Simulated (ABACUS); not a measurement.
Band-structure run, with input and output: InPd (part 1 of 2)

The run: band-structure run of InPd (Pm-3m, 2 atoms in the cell). Method and program: Kohn-Sham DFT of a periodic cell, PBE, SPMS ONCV 1.0 PBE, no spin polarisation (ABACUS 3.10.1).

The structure derives from a Materials Project entry.

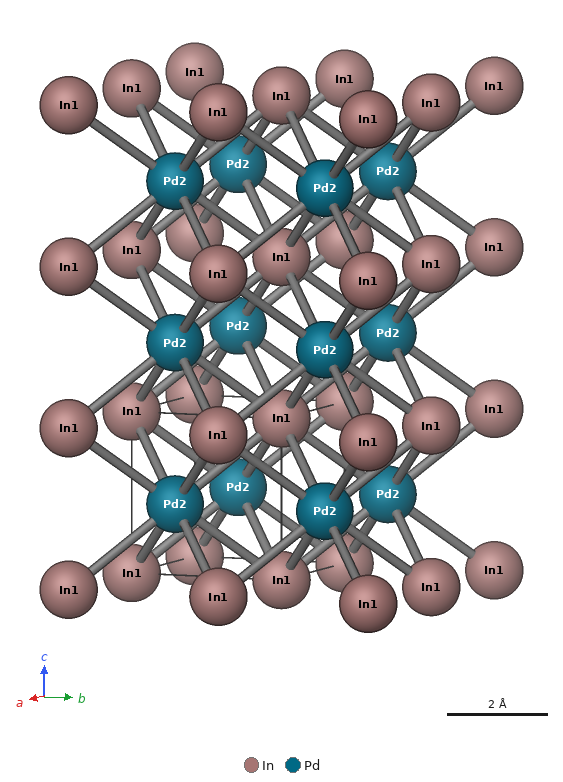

*The structure (ball-and-stick view of the cell of the calculation, repeated 2 × 2 × 3, seen slightly off an axis; atoms are numbered from 1 in the order of the input).*

Near neighbours in the crystal (not all of them lie inside the picture): In has 8 Pd at 2.83 Å; Pd has 8 In at 2.83 Å.

Input
```
INPUT_PARAMETERS
suffix              InPd
calculation         scf
basis_type          lcao
pseudo_dir          ./
orbital_dir         ./
symmetry            1
dft_functional      pbe
ecutwfc             100
pseudo_rcut         7
nspin               1
nbands              26
ks_solver           genelpa
smearing_method     fd
smearing_sigma      0.00367493
scf_thr             1e-07
scf_nmax            100
mixing_type         broyden
mixing_beta         0.7
cal_force           1
cal_stress          1
out_mul             1
out_chg             1
```

File STRU
```
ATOMIC_SPECIES
In 114.8180 49_In_13_2.5_3.1_pbe_n_v1.0.upf
Pd 106.4200 46_Pd_18_1.9_2.2_pbe_n_v1.0.upf

NUMERICAL_ORBITAL
In_confined-atom_8au_2s2p2d.orb
Pd_confined-atom_7au_3s2p2d1f.orb

LATTICE_CONSTANT
1.8897261246

LATTICE_VECTORS
3.2718847800 0.0000000000 0.0000000000
0.0000000000 3.2718847800 0.0000000000
0.0000000000 0.0000000000 3.2718847800

ATOMIC_POSITIONS
Cartesian

In
0.0
1
0.0000000000 0.0000000000 0.0000000000 1 1 1

Pd
0.0
1
1.6359423900 1.6359423900 1.6359423900 1 1 1
```

File KPT
```
K_POINTS
0
Gamma
7 7 7 0 0 0
```

Hardware: 4 threads of AMD EPYC (Zen 3), 32 GiB of memory available, shared host.

Command:
```bash
OMP_NUM_THREADS=1 mpirun -np 4 abacus > log
```

The program's output
```
ABACUS v3.10.1

               Atomic-orbital Based Ab-initio Computation at UStc

 ------------------------------------------------------------------------------------

 READING GENERAL INFORMATION
                           global_out_dir = OUT.InPd/
                           global_in_card = INPUT
                               pseudo_dir = ./
                              orbital_dir = ./
                                    DSIZE = 4
                                    GSIZE = 1

 READING UNITCELL INFORMATION
                                    ntype = 2
                  lattice constant (Bohr) = 1.88973
              lattice constant (Angstrom) = 1

 READING ATOM TYPE 1
                               atom label = In
                      L=0, number of zeta = 2
                      L=1, number of zeta = 2
                      L=2, number of zeta = 2
             number of atom for this type = 1

 READING ATOM TYPE 2
                               atom label = Pd
                      L=0, number of zeta = 3
                      L=1, number of zeta = 2
                      L=2, number of zeta = 2
                      L=3, number of zeta = 1
             number of atom for this type = 1

                        TOTAL ATOM NUMBER = 2
CARTESIAN COORDINATES ( UNIT =       1.889726124600 Bohr ).
    atom                   x                   y                   z     mag                  vx                  vy                  vz
tauc_In1            0.0000000000        0.0000000000        0.0000000000  0.0000        0.0000000000        0.0000000000        0.0000000000
tauc_Pd1            1.6359423900        1.6359423900        1.6359423900  0.0000        0.0000000000        0.0000000000        0.0000000000

                          Volume (Bohr^3) = 236.369
                             Volume (A^3) = 35.0262

 Lattice vectors: (Cartesian coordinate: in unit of a_0)
             +3.27188                  +0                  +0
                   +0            +3.27188                  +0
                   +0                  +0            +3.27188
 Reciprocal vectors: (Cartesian coordinate: in unit of 2 pi/a_0)
            +0.305634                  -0                  +0
                   -0           +0.305634                  -0
                   +0                  -0           +0.305634
 The esolver type has been set to : ksdft_lcao

                PAO radial cut off (Bohr) = 7

 Read in pseudopotential file is 49_In_13_2.5_3.1_pbe_n_v1.0.upf
                     pseudopotential type = NC
          exchange-correlation functional = PBE
                 nonlocal core correction = 1
                        valence electrons = 13
                                     lmax = 2
                           number of zeta = 3
                     number of projectors = 6
                           L of projector = 0
                           L of projector = 0
                           L of projector = 1
                           L of projector = 1
                           L of projector = 2
                           L of projector = 2
                PAO radial cut off (Bohr) = 7

 Read in pseudopotential file is 46_Pd_18_1.9_2.2_pbe_n_v1.0.upf
                     pseudopotential type = NC
          exchange-correlation functional = PBE
                 nonlocal core correction = 1
                        valence electrons = 18
                                     lmax = 2
                           number of zeta = 3
                     number of projectors = 6
                           L of projector = 0
                           L of projector = 0
                           L of projector = 1
                           L of projector = 1
                           L of projector = 2
                           L of projector = 2
     initial pseudo atomic orbital number = 18

 SETUP THE ELECTRONS NUMBER
            electron number of element In = 13
      total electron number of element In = 13
            electron number of element Pd = 18
      total electron number of element Pd = 18
            AUTOSET number of electrons:  = 31
                           occupied bands = 16
                                   NLOCAL = 44
                                   NBANDS = 26
                                   NBANDS = 26
                                   NLOCAL = 44

%%%%%%%%%%%%%%%%%%%%%%%%%%%%%%%%%%%%%%%%%%%%%%%%%%%%%%%%%%%%%%%%%%%%%%%%%%%%%%%%%%%%%%%%%%%%%%%%%%%%%%%%%%
 Warning: the number of valence electrons in pseudopotential > 3 for In: [Kr] 4d10 5s2 5p1
 Warning: the number of valence electrons in pseudopotential > 10 for Pd: [Kr] 4d10
 Pseudopotentials with additional electrons can yield (more) accurate outcomes, but may be less efficient.
 If you're confident that your chosen pseudopotential is appropriate, you can safely ignore this warning.
%%%%%%%%%%%%%%%%%%%%%%%%%%%%%%%%%%%%%%%%%%%%%%%%%%%%%%%%%%%%%%%%%%%%%%%%%%%%%%%%%%%%%%%%%%%%%%%%%%%%%%%%%%

 SETUP THE PLANE WAVE BASIS
 energy cutoff for charge/potential (unit:Ry) = 400
            fft grid for charge/potential = [ 40, 40, 40 ]
                        fft grid division = [ 5, 5, 5 ]
        big fft grid for charge/potential = [ 8, 8, 8 ]
                                     nbxx = 128
                                     nrxx = 16000

 SETUP PLANE WAVES FOR CHARGE/POTENTIAL
                    number of plane waves = 31919
                         number of sticks = 1209

 PARALLEL PW FOR CHARGE/POTENTIAL
     PROC   COLUMNS(POT)             PW
        1            303           7981
        2            303           7981
        3            302           7978
        4            301           7979
 --------------- sum -------------------
        4           1209          31919
                            number of |g| = 323
                                  max |g| = 36.1506
                                  min |g| = 0

----------- Double Check Mixing Parameters Begin ------------
mixing_type: broyden
mixing_beta: 0.7
mixing_gg0: 1
mixing_gg0_min: 0.1
mixing_ndim: 8
----------- Double Check Mixing Parameters End ------------

 LATTICE VECTORS: (CARTESIAN COORDINATE: IN UNIT OF A0)
             +3.27188                  +0                  +0
                   +0            +3.27188                  +0
                   +0                  +0            +3.27188
                       right hand lattice = 1
                                   NORM_A = 3.27188
                                   NORM_B = 3.27188
                                   NORM_C = 3.27188
                           ALPHA (DEGREE) = 90
                           BETA  (DEGREE) = 90
                           GAMMA (DEGREE) = 90

 The lattice vectors have been changed (STRU_SIMPLE.cif)

(for optimal symmetric configuration:)
                             BRAVAIS TYPE = 1
                     BRAVAIS LATTICE NAME = 01. Cubic P (simple)
                                    ibrav = 1
                                    IBRAV = 1
                                  BRAVAIS = SIMPLE CUBIC
                       LATTICE CONSTANT A = 3.27188
Original cell was already a primitive cell.
                        ROTATION MATRICES = 48
              PURE POINT GROUP OPERATIONS = 48
                   SPACE GROUP OPERATIONS = 48
                              POINT GROUP = O_h
               POINT GROUP IN SPACE GROUP = O_h

 SETUP K-POINTS
                                    nspin = 1
                   Input type of k points = Monkhorst-Pack(Gamma)
                                   nkstot = 343
                       right hand lattice = 1
(for reciprocal lattice: )
                             BRAVAIS TYPE = 1
                     BRAVAIS LATTICE NAME = 01. Cubic P (simple)
                                    ibrav = 1
                       right hand lattice = 1
(for k-lattice: )
                             BRAVAIS TYPE = 1
                     BRAVAIS LATTICE NAME = 01. Cubic P (simple)
                                    ibrav = 1
                       right hand lattice = 1
                        ROTATION MATRICES = 48
                               nkstot_ibz = 20
K-POINTS REDUCTION ACCORDING TO SYMMETRY
     IBZ    DIRECT_X    DIRECT_Y    DIRECT_Z  WEIGHT  ibz2bz
       1  0.00000000  0.00000000  0.00000000  0.0029       0
       2  0.14285714  0.00000000  0.00000000  0.0175       1
       3  0.28571429  0.00000000  0.00000000  0.0175       2
       4  0.42857143  0.00000000  0.00000000  0.0175       3
       5  0.14285714  0.14285714  0.00000000  0.0350       8
       6  0.28571429  0.14285714  0.00000000  0.0700       9
       7  0.42857143  0.14285714  0.00000000  0.0700      10
       8  0.28571429  0.28571429  0.00000000  0.0350      16
       9  0.42857143  0.28571429  0.00000000  0.0700      17
      10  0.42857143  0.42857143  0.00000000  0.0350      24
      11  0.14285714  0.14285714  0.14285714  0.0233      57
      12  0.28571429  0.14285714  0.14285714  0.0700      58
      13  0.14285714  0.14285714  0.42857143  0.0700      59
      14  0.28571429  0.14285714  0.28571429  0.0700      65
      15  0.42857143  0.28571429  0.14285714  0.1399      66
      16  0.42857143  0.42857143  0.14285714  0.0700      73
      17  0.28571429  0.28571429  0.28571429  0.0233     114
      18  0.42857143  0.28571429  0.28571429  0.0700     115
      19  0.42857143  0.28571429  0.42857143  0.0700     122
      20  0.42857143  0.42857143  0.42857143  0.0233     171

                               nkstot now = 20
[... K-POINTS DIRECT COORDINATES: 20 rows ...]

           k-point number in this process = 20
       minimum distributed K point number = 20
[... stars of the k points ...]

[... K-POINTS CARTESIAN COORDINATES: 20 rows ...]

[... K-POINTS DIRECT COORDINATES: 20 rows ...]

 SETUP PLANE WAVES FOR WAVE FUNCTIONS
     energy cutoff for wavefunc (unit:Ry) = 100
              fft grid for wave functions = [ 40, 40, 40 ]
                    number of plane waves = 4945
                         number of sticks = 349

 PARALLEL PW FOR WAVE FUNCTIONS
     PROC   COLUMNS(POT)             PW
        1             88           1238
        2             87           1235
        3             87           1235
        4             87           1237
 --------------- sum -------------------
        4            349           4945

 SET NONLOCAL PSEUDOPOTENTIAL PROJECTORS
 SET NONLOCAL PSEUDOPOTENTIAL PROJECTORS
 max number of nonlocal projetors among all species is 6

 -------------------------------------------
 SELF-CONSISTENT
 -------------------------------------------

 SETUP SEARCHING RADIUS FOR PROGRAM TO SEARCH ADJACENT ATOMS
                  longest orb rcut (Bohr) = 8
   longest nonlocal projector rcut (Bohr) = 3.1
                     search radius (Bohr) = 22.2
              searching radius is (Bohr)) = 22.2
         searching radius unit is (Bohr)) = 1.89
                         PeriodicBoundary = 1
                        Radius(unit:lat0) = 11.7
                                   glayer = [ 5, 5, 5 ]
                             glayer_minus = [ 4, 4, 4 ]

Find the coordinate range of the input atom(unit:lat0).
                                  min_tau = [ -13.1, -13.1, -13.1 ]
                                  max_tau = [ 14.7, 14.7, 14.7 ]
                                BoxNumber = [ 9, 9, 9 ]

 SETUP EXTENDED REAL SPACE GRID FOR GRID INTEGRATION
                          real space grid = [ 40, 40, 40 ]
                 big cell numbers in grid = [ 8, 8, 8 ]
             meshcell numbers in big cell = [ 5, 5, 5 ]
                        extended fft grid = [ 11, 11, 11 ]
                dimension of extened grid = [ 31, 31, 31 ]
                            UnitCellTotal = 125
              Atom number in sub-FFT-grid = 2
    Local orbitals number in sub-FFT-grid = 44
                                ParaV.nnr = 40818
                                 init_chg = atomic

 LCAO ALGORITHM --------------- ION=   1  ELEC=   1--------------------------------

 Density error is 0.0766308202827
----------------------------------------------------------
     Energy           Rydberg                 eV
----------------------------------------------------------
 E_KohnSham     -389.8462277160      -5304.1300407427
 E_Harris       -399.1045194821      -5430.0955625081
 E_Fermi        1.3978075573         19.0181474861
----------------------------------------------------------

 LCAO ALGORITHM --------------- ION=   1  ELEC=   2--------------------------------

 Density error is 0.0669486241254
----------------------------------------------------------
     Energy           Rydberg                 eV
----------------------------------------------------------
 E_KohnSham     -389.9627006421      -5305.7147362013
 E_Harris       -380.8285737916      -5181.4385647787
 E_Fermi        1.2614344557         17.1626962514
----------------------------------------------------------

 LCAO ALGORITHM --------------- ION=   1  ELEC=   3--------------------------------

 Density error is 0.0057382464223
----------------------------------------------------------
     Energy           Rydberg                 eV
----------------------------------------------------------
 E_KohnSham     -390.0578966161      -5307.0099438744
 E_Harris       -389.8872268545      -5304.6878626398
 E_Fermi        1.3207102100         17.9691842622
----------------------------------------------------------

 LCAO ALGORITHM --------------- ION=   1  ELEC=   4--------------------------------

 Density error is 0.00271152093745
----------------------------------------------------------
     Energy           Rydberg                 eV
----------------------------------------------------------
 E_KohnSham     -390.0580623861      -5307.0121992908
 E_Harris       -390.3476374725      -5310.9520704638
 E_Fermi        1.3223822957         17.9919341561
----------------------------------------------------------

 LCAO ALGORITHM --------------- ION=   1  ELEC=   5--------------------------------

 Density error is 0.000900136691722
----------------------------------------------------------
     Energy           Rydberg                 eV
----------------------------------------------------------
 E_KohnSham     -390.0582076874      -5307.0141762162
 E_Harris       -389.9424115729      -5305.4386892522
 E_Fermi        1.3196456899         17.9547007238
----------------------------------------------------------

 LCAO ALGORITHM --------------- ION=   1  ELEC=   6--------------------------------

 Density error is 4.99895154754e-05
----------------------------------------------------------
     Energy           Rydberg                 eV
```
